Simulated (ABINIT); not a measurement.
**Run report: TiSe2, workfunction calculation (part 3 of 3)**

TiSe2 (slab, 6 atoms in the cell); Kohn-Sham DFT of a periodic cell, PBE, JTH PAW PBE v2.0, no spin polarisation (ABINIT 10.8.3); cutoff 408.17 eV, 9×9×1 k-mesh, fermi-dirac of 0.05 eV. The structure derives from an entry of the Crystallography Open Database.

Geometry of the input (Å; fractional positions):
```
3.5360  -0.0000  0.0000
-1.7680  3.0623  0.0000
0.0000  0.0000  24.0684
Se 0.6667  0.3333  0.3116
Ti 0.0000  0.0000  0.3753
Se 0.3333  0.6667  0.4389
Se 0.6667  0.3333  0.5611
Ti 0.0000  0.0000  0.6247
Se 0.3333  0.6667  0.6884
```

**Log, continued**
```
== END DATASET(S) ==============================================================
================================================================================

 -outvars: echo values of variables after computation  --------
            acell      1.0000000000E+00  1.0000000000E+00  1.0000000000E+00 Bohr
           etotal     -1.5586038228E+02
            fcart      1.0074135755E-29 -3.1601923778E-28 -4.4106038732E-03
                       2.0148271509E-29  2.7142756619E-29  7.4565453379E-04
                      -1.2088962906E-28  1.7836668636E-28  8.9636756829E-04
                       2.0148271509E-29  1.2020363646E-28 -8.9636756829E-04
                       2.0148271509E-29  5.0407976578E-29 -7.4565453379E-04
                       5.0370678773E-29 -6.0101818229E-29  4.4106038732E-03
            rprim      6.6820749907E+00  0.0000000000E+00  0.0000000000E+00
                      -3.3410374953E+00  5.7868466919E+00  0.0000000000E+00
                       0.0000000000E+00  0.0000000000E+00  4.5482762870E+01
           strten     -1.6139904797E-05 -1.6139904760E-05 -3.4624339258E-05
                       0.0000000000E+00  0.0000000000E+00 -2.3428097362E-14
           xangst      1.7680009021E+00  1.0207557968E+00  7.4999999955E+00
                       0.0000000000E+00  0.0000000000E+00  9.0322207928E+00
                       1.7638784712E-11  2.0415115935E+00  1.0564441593E+01
                       1.7680009021E+00  1.0207557968E+00  1.3503999991E+01
                       0.0000000000E+00  0.0000000000E+00  1.5036220791E+01
                       1.7638784712E-11  2.0415115935E+00  1.6568441588E+01
             xred      6.6666666667E-01  3.3333333333E-01  3.1161136750E-01
                       0.0000000000E+00  0.0000000000E+00  3.7527235660E-01
                       3.3333333333E-01  6.6666666667E-01  4.3893334580E-01
                       6.6666666667E-01  3.3333333333E-01  5.6106665420E-01
                       0.0000000000E+00  0.0000000000E+00  6.2472764340E-01
                       3.3333333333E-01  6.6666666667E-01  6.8838863250E-01
 Calculation completed.
```

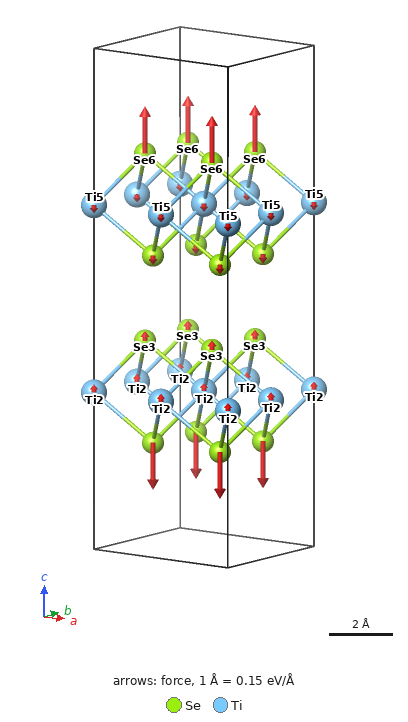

*Forces on the atoms as red arrows (ball-and-stick view of the 2 × 2 repeat of the cell, with the vacuum cut short, seen slightly off an axis; atoms are numbered from 1 in the order of the input).*

The largest act on Se1, Se6 (0.23 eV/Å). The geometry is not a stationary point of this energy.
